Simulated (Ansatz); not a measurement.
# PbO2: geometry relaxation (part 1 of 2)

PbO2 (P4₂/nmc, 6 atoms in the cell), computed with DFT r2SCAN, scalar-relativistic, plane waves, PAW, no spin polarisation (Ansatz 0.2.0).

The structure was made by swapping elements on the sites of another compound; it need not be a known phase. It belongs to a series of runs on one base structure; here: Zr -> Pb on all its sites, cell and atoms relaxed.

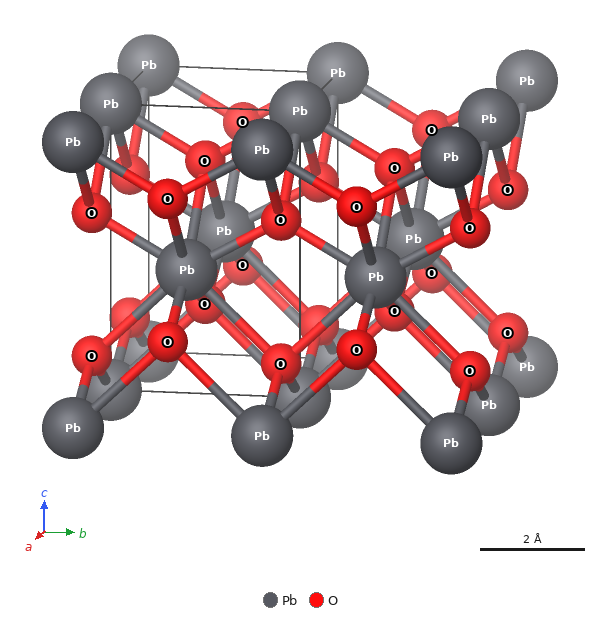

*The structure as given in the input (ball-and-stick view of the cell of the calculation, repeated 2 × 2 × 1, seen slightly off an axis). An atom can appear more than once, as a periodic image.*

Results in brief

```tsv
quantity	value
outcome	converged
space group (tolerance 0.01 Å)	P4₂/nmc (137)
electrons treated	52
free energy	−26111.1078 eV
Fermi energy	8.995 eV
gap on the k-point mesh	none (metallic)
pressure	0.03 GPa
final volume	78.29 Å³
largest force (length of the vector) at the end	0.002 eV/Å
final cell	a = 3.724 Å, b = 3.724 Å, c = 5.646 Å, α = 90.00°, β = 90.00°, γ = 90.00°
hardware	1 thread of Intel Xeon @ 2.50GHz (Skylake/Cascade Lake), 189 GiB of memory available, shared host
wall time	3.4 min
peak memory	0.7 GiB
```

Spin–orbit coupling is left out, which matters for Pb.

The input
```yaml
crystal:
  lattice:
    - [3.7239871333, 0.0, 0.0]
    - [0.0, 3.7239871333, 0.0]
    - [0.0, 0.0, 5.6401399662]
  atoms:
    - { symbol: Pb, position: [0.0, 0.0, 0.0] }
    - { symbol: Pb, position: [0.5, 0.5, 0.5] }
    - { symbol: O, position: [0.0, 0.5, 0.3143820915] }
    - { symbol: O, position: [0.0, 0.5, 0.8143820915] }
    - { symbol: O, position: [0.5, 0.0, 0.6856179085] }
    - { symbol: O, position: [0.5, 0.0, 0.1856179085] }
basis:
  ecutwfc: 500
kpoints:
  mp_grid: { grid: [10, 10, 6] }
hamiltonian:
  xc: r2scan
scf:
  occupations: { method: gaussian, width: 0.1 }
output:
  forces: true
  stress: true
  eigenvalues: true
  write_density: true
  write_potential: true
  elf: true
  volumetric_format: npy
relax:
  adjacent_minimum: "off"
  f_tol: 0.01
  max_steps: 60
  cell: { stress_tol: 0.1 }
```

Command:
```bash
ansatz run input.yaml --threads 1 --pin off --max-ram 2560MiB --backend cpu --events-out ev --progress --plain --runs-dir out
```

The program's output
```
Engine: ansatz 0.2.0, x86_64-unknown-linux-gnu
Pseudopotentials: kind: paw
Pseudopotential: Pb, paw, valence charge 14, recommended cutoff 500 eV (meta_gga), Pb.paw.azcp
Pseudopotential: O, paw, valence charge 6, recommended cutoff 500 eV (meta_gga), O.paw.azcp
Functional definition: r2SCAN
  parameter k0 = 0.174
  parameter k1 = 0.065
  parameter a1 = 4.9479
  exchange = r2scan_x(k0 = k0, k1 = k1, a1 = a1)
  correlation = r2scan_c
Crystal: 6 atoms, lattice volume = 78.218 Å³
Basis set: ecut = 500 eV, 1989 PW (Γ), exchange–correlation on 120×120×180 points (64 copies of the dense FFT grid, shifted against one another)
Bands: 32, of which v1, the nominal top of the filled ones, is band 26 counted from 1 (25 counted from 0)
Symmetry: 16 space group operations
Space group: P42/nmc (ITA 137), of the structure as read, at distance tolerance 4.3e-5 Å
k-points: 84 of 600
Non-local potential: Pb, projectors of the file, l = 0: 2, l = 1: 2, l = 2: 2, l = 3: 2
Non-local potential: O, projectors of the file, l = 0: 2, l = 1: 2, l = 2: 1
PAW form: soft (Blöchl's): semilocal exchange-correlation on the pseudo side does not see the compensation charge
PAW frozen core: Pb, regenerated for the run's functional (the file was generated under x = pbe(κ = 0.804, μ = 0.2195149727645171), c = pbe(β = 0.06672455060314922))
PAW frozen core: O, regenerated for the run's functional (the file was generated under x = pbe(κ = 0.804, μ = 0.2195149727645171), c = pbe(β = 0.06672455060314922))
PAW one-centre angular grid: Pb, 590 points (default); XC on 160 Gauss nodes
PAW one-centre angular grid: O, 302 points (default); XC on 160 Gauss nodes
Initial density: superposition of atomic densities (neutral atoms: chi_scale 0, normalization atom), corrected by the library's trained network
Initial wavefunctions: pseudopotential atomic-orbital guess
Functional: x = r2scan, c = r2scan; τ floored in thin density (d = 2e-4 eV/Å³)
SCF iter   1: F=—  HF=-26111.031585 eV  |F-HF|=—  |Δ(HF+E_count)|=         —  Δρ=1.12e-2  dr2=6.37e-2  dr2_τ=1.82e-1  ethr=1.77e-3  ⟨swp⟩=6.5  Hψ=12246  notcnv=0
preconditioner: auto → Resta (q_TF=auto, 2.549 Å⁻¹)  ε∞=4.1  [insulator: Δε(μ)=0.344 eV  Ē_g=17.142 eV  σ=0.100 eV  W_gap=0.87  n_scr=20 (ndim 8)  ℏωp=30.3 eV  f_vac=0.044  D(μ)=0.10/eV (n_scr^D=0)  ε∞_Penn≈4.1]
SCF iter   2: F=—  HF=-26111.110089 eV  |F-HF|=—  |Δ(HF+E_count)|=   7.85e-2  Δρ=6.43e-3  dr2=1.75e-2  dr2_τ=9.83e-4  ethr=1.22e-4  ⟨swp⟩=2.1  Hψ=5621  notcnv=0  defer=160
SCF iter   3: F=—  HF=-26111.107527 eV  |F-HF|=—  |Δ(HF+E_count)|=   2.56e-3  Δρ=6.53e-4  dr2=3.31e-4  dr2_τ=1.01e-4  ethr=3.36e-5  ⟨swp⟩=1.7  Hψ=3175  notcnv=0  defer=160
SCF iter   4: F=—  HF=-26111.107658 eV  |F-HF|=—  |Δ(HF+E_count)|=   1.31e-4  Δρ=3.09e-4  dr2=4.80e-5  dr2_τ=6.63e-6  ethr=6.37e-7  ⟨swp⟩=2.3  Hψ=4811  notcnv=0  defer=160
SCF iter   5: F=—  HF=-26111.107677 eV  |F-HF|=—  |Δ(HF+E_count)|=   1.82e-5  Δρ=1.07e-4  dr2=1.12e-5  dr2_τ=7.75e-7  ethr=9.23e-8  ⟨swp⟩=3.1  Hψ=5678  notcnv=0  defer=160
SCF iter   6: F=—  HF=-26111.107675 eV  |F-HF|=—  |Δ(HF+E_count)|=   1.49e-6  Δρ=3.89e-5  dr2=1.31e-6  dr2_τ=2.34e-8  ethr=2.15e-8  ⟨swp⟩=2.5  Hψ=4132  notcnv=0  defer=160
SCF iter   7: F=-26111.107675 eV  HF=-26111.107675 eV  |F-HF|=3.62e-9  |Δ(HF+E_count)|=   1.50e-7  Δρ=3.91e-6  dr2=1.73e-8  dr2_τ=1.54e-9  ethr=1.92e-10  ⟨swp⟩=15.6  Hψ=25574  notcnv=0
SCF 1 converged in 7 iterations: F = -26111.107675 eV  dr2 = 1.73e-8
  greatest PAW one-centre occupation: 0.984 electrons in one spin orbital (limit 2), on the Pb atom at site 1 (counted from 0), in its partial waves of l = 2
relax step   1: F+E_penalty+E_count = -26111.10767491 eV  Δ(F+E_penalty+E_count) = +0.000e0 eV  max|allowed force component| = 1.540e-2 eV/Å  Δτ_max = 0.0000 Å  P = +0.027 GPa  Ω = 78.218 Å³  (7 SCF iters, dr2 threshold 1.00e-7 eV, accepted)
Crystal: 6 atoms, lattice volume = 78.305 Å³
Initial density: handed on by an earlier stage of this run
Initial wavefunctions: those handed on with the density
iter 1 solved again at ethr=7.75e-8 eV; its pass at ethr=3.10e-3 eV (dr2=4.03e-5 eV) is discarded
SCF iter   1: F=—  HF=-26111.107619 eV  |F-HF|=—  |Δ(HF+E_count)|=         —  Δρ=3.59e-4  dr2=4.01e-5  dr2_τ=9.39e-4  ethr=7.75e-8  ⟨swp⟩=3.1  Hψ=14786  notcnv=0
preconditioner: auto → Resta (q_TF=auto, 2.548 Å⁻¹)  ε∞=4.1  [insulator: Δε(μ)=0.319 eV  Ē_g=17.098 eV  σ=0.100 eV  W_gap=0.86  n_scr=20 (ndim 8)  ℏωp=30.3 eV  f_vac=0.043  D(μ)=0.10/eV (n_scr^D=0)  ε∞_Penn≈4.1]
SCF iter   2: F=—  HF=-26111.107735 eV  |F-HF|=—  |Δ(HF+E_count)|=   1.17e-4  Δρ=1.97e-4  dr2=1.74e-5  dr2_τ=9.86e-7  ethr=7.71e-8  ⟨swp⟩=2.0  Hψ=4873  notcnv=0
SCF iter   3: F=—  HF=-26111.107734 eV  |F-HF|=—  |Δ(HF+E_count)|=   1.79e-6  Δρ=1.05e-4  dr2=5.90e-6  dr2_τ=1.04e-6  ethr=3.35e-8  ⟨swp⟩=2.0  Hψ=4781  notcnv=0
SCF iter   4: F=—  HF=-26111.107731 eV  |F-HF|=—  |Δ(HF+E_count)|=   2.82e-6  Δρ=3.33e-5  dr2=5.07e-7  dr2_τ=4.82e-8  ethr=1.13e-8  ⟨swp⟩=2.0  Hψ=3515  notcnv=0
SCF iter   5: F=—  HF=-26111.107731 eV  |F-HF|=—  |Δ(HF+E_count)|=   2.13e-7  Δρ=1.63e-5  dr2=1.27e-7  dr2_τ=9.69e-9  ethr=9.74e-10  ⟨swp⟩=2.4  Hψ=3664  notcnv=0
SCF iter   6: F=-26111.107731 eV  HF=-26111.107731 eV  |F-HF|=1.09e-10  |Δ(HF+E_count)|=   4.57e-8  Δρ=2.74e-6  dr2=2.87e-9  dr2_τ=2.80e-10  ethr=2.85e-11  ⟨swp⟩=9.7  Hψ=21440  notcnv=0
SCF 2 converged in 6 iterations: F = -26111.107731 eV  dr2 = 2.87e-9
relax step   2: F+E_penalty+E_count = -26111.10773113 eV  Δ(F+E_penalty+E_count) = -5.622e-5 eV  max|allowed force component| = 5.249e-3 eV/Å  Δτ_max = 0.0024 Å  P = -0.063 GPa  Ω = 78.305 Å³  energy of the carried Pulay correction = -3.327e-5 eV  (6 SCF iters, dr2 threshold 1.48e-8 eV, accepted)
Crystal: 6 atoms, lattice volume = 78.294 Å³
iter 1 solved again at ethr=4.33e-8 eV; its pass at ethr=3.10e-3 eV (dr2=2.25e-5 eV) is discarded
SCF iter   1: F=—  HF=-26111.107723 eV  |F-HF|=—  |Δ(HF+E_count)|=         —  Δρ=2.87e-4  dr2=2.46e-5  dr2_τ=4.18e-4  ethr=4.33e-8  ⟨swp⟩=3.1  Hψ=14912  notcnv=0
preconditioner: auto → Resta (q_TF=auto, 2.548 Å⁻¹)  ε∞=4.1  [insulator: Δε(μ)=0.324 eV  Ē_g=17.104 eV  σ=0.100 eV  W_gap=0.86  n_scr=20 (ndim 8)  ℏωp=30.3 eV  f_vac=0.043  D(μ)=0.10/eV (n_scr^D=0)  ε∞_Penn≈4.1]
SCF iter   2: F=—  HF=-26111.107768 eV  |F-HF|=—  |Δ(HF+E_count)|=   4.44e-5  Δρ=1.31e-4  dr2=6.04e-6  dr2_τ=5.83e-7  ethr=4.33e-8  ⟨swp⟩=2.0  Hψ=4873  notcnv=0
SCF iter   3: F=—  HF=-26111.107768 eV  |F-HF|=—  |Δ(HF+E_count)|=   2.25e-7  Δρ=3.99e-5  dr2=6.68e-7  dr2_τ=1.15e-7  ethr=1.16e-8  ⟨swp⟩=2.0  Hψ=4334  notcnv=0
SCF iter   4: F=—  HF=-26111.107768 eV  |F-HF|=—  |Δ(HF+E_count)|=   2.77e-7  Δρ=1.16e-5  dr2=4.95e-8  dr2_τ=4.54e-9  ethr=1.28e-9  ⟨swp⟩=2.6  Hψ=4512  notcnv=0
SCF iter   5: F=-26111.107768 eV  HF=-26111.107768 eV  |F-HF|=1.29e-8  |Δ(HF+E_count)|=   4.95e-8  Δρ=5.99e-6  dr2=1.83e-8  dr2_τ=2.88e-9  ethr=5.27e-11  ⟨swp⟩=11.5  Hψ=20315  notcnv=0
SCF 3 converged in 5 iterations: F = -26111.107768 eV  dr2 = 1.83e-8
relax step   3: F+E_penalty+E_count = -26111.10776787 eV  Δ(F+E_penalty+E_count) = -3.674e-5 eV  max|allowed force component| = 2.006e-3 eV/Å  Δτ_max = 0.0015 Å  P = +0.034 GPa  Ω = 78.294 Å³  energy of the carried Pulay correction = -2.902e-5 eV  (5 SCF iters, dr2 threshold 2.74e-8 eV, accepted)
Initial wavefunctions: pseudopotential atomic-orbital guess (no wavefunctions were taken with the density)
iter 1 solved again at ethr=6.35e-8 eV; its pass at ethr=3.10e-3 eV (dr2=3.30e-5 eV) is discarded
SCF iter   1: F=—  HF=-26111.107795 eV  |F-HF|=—  |Δ(HF+E_count)|=         —  Δρ=1.76e-5  dr2=2.12e-8  dr2_τ=5.40e-9  ethr=6.35e-8  ⟨swp⟩=4.5  Hψ=20886  notcnv=0
preconditioner: auto → Resta (q_TF=auto, 2.548 Å⁻¹)  ε∞=4.1  [insulator: Δε(μ)=0.322 eV  Ē_g=17.104 eV  σ=0.100 eV  W_gap=0.86  n_scr=20 (ndim 8)  ℏωp=30.3 eV  f_vac=0.043  D(μ)=0.10/eV (n_scr^D=0)  ε∞_Penn≈4.1]
SCF iter   2: F=—  HF=-26111.107794 eV  |F-HF|=—  |Δ(HF+E_count)|=   2.02e-7  Δρ=8.55e-6  dr2=2.03e-9  dr2_τ=2.44e-8  ethr=4.08e-11  ⟨swp⟩=3.9  Hψ=6165  notcnv=0
SCF iter   3: F=—  HF=-26111.107794 eV  |F-HF|=—  |Δ(HF+E_count)|=   6.88e-8  Δρ=3.28e-6  dr2=3.67e-10  dr2_τ=3.50e-9  ethr=1.00e-12  ⟨swp⟩=12.1  Hψ=19290  notcnv=0
SCF iter   4: F=-26111.107794 eV  HF=-26111.107794 eV  |F-HF|=1.09e-11  |Δ(HF+E_count)|=   1.20e-8  Δρ=1.43e-7  dr2=1.89e-11  dr2_τ=8.19e-13  ethr=1.00e-12  ⟨swp⟩=7.7  Hψ=13989  notcnv=0
SCF 4 converged in 4 iterations: F = -26111.107794 eV  dr2 = 1.89e-11
relax step   4: F+E_penalty+E_count = -26111.10779444 eV  Δ(F+E_penalty+E_count) = -2.657e-5 eV  max|allowed force component| = 2.059e-3 eV/Å  Δτ_max = 0.0000 Å  P = +0.034 GPa  Ω = 78.294 Å³  stress off target by 3.66e-2 GPa  SCF on the basis re-selected at this cell (its energy is not comparable with the rows above)  (4 SCF iters)
```

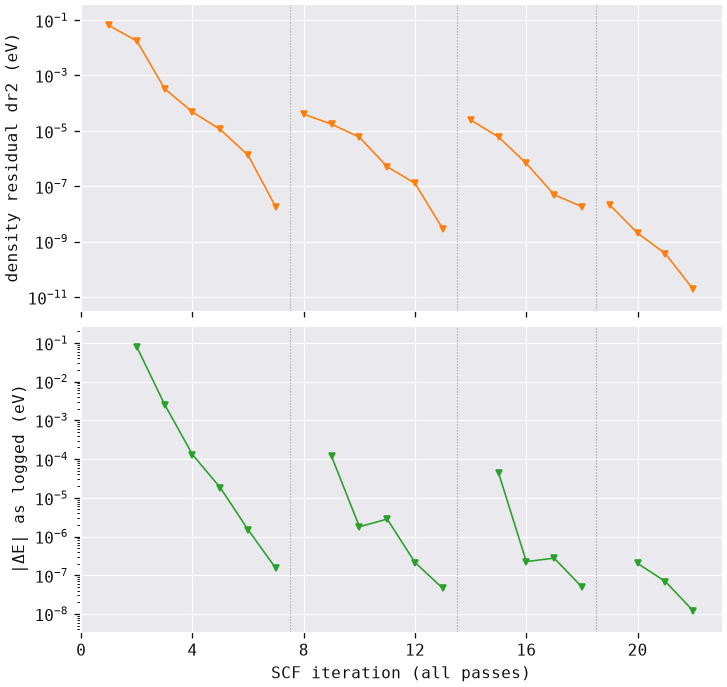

*Convergence of the self-consistent field: density residual dr2 and size of the energy change against the SCF iteration. The dotted lines part the SCF passes of the relaxation: geometry steps, rejected trials and re-solves on a re-selected basis.*

The passes take 7, 6, 5 and 4 iterations.

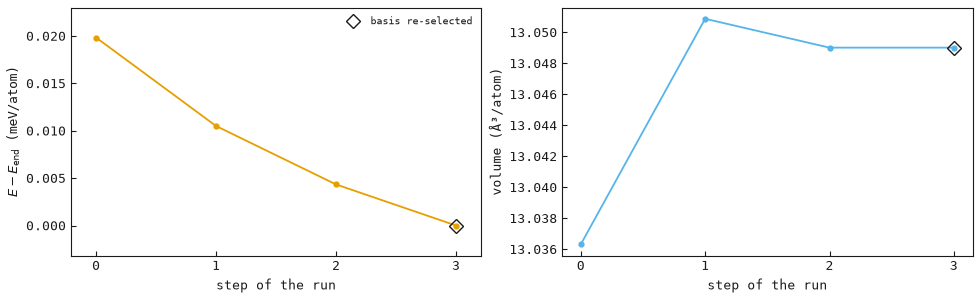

*Progress of the relaxation, step by step (the first geometry is step 0 here and step 1 in the log).*

The energy falls by next to nothing (0.0 meV per atom) in 2 geometry steps. Largest force component: 0.015 eV/Å at the start, 0.0021 eV/Å at the end. The pressure goes from 0.03 to 0.03 GPa. The atoms keep their places relative to the cell (all moves are under 0.005 Å). The volume changes by +0.1 %, with a = b stay at 3.724 Å, c 5.640 → 5.646 Å (+0.1 %). The space group stays P4_2/nmc (No. 137). A last SCF at the same geometry on a re-selected plane-wave basis shifts the energy by next to nothing (0.0 meV per atom). (Atoms are counted from 1 in the order of the input.)
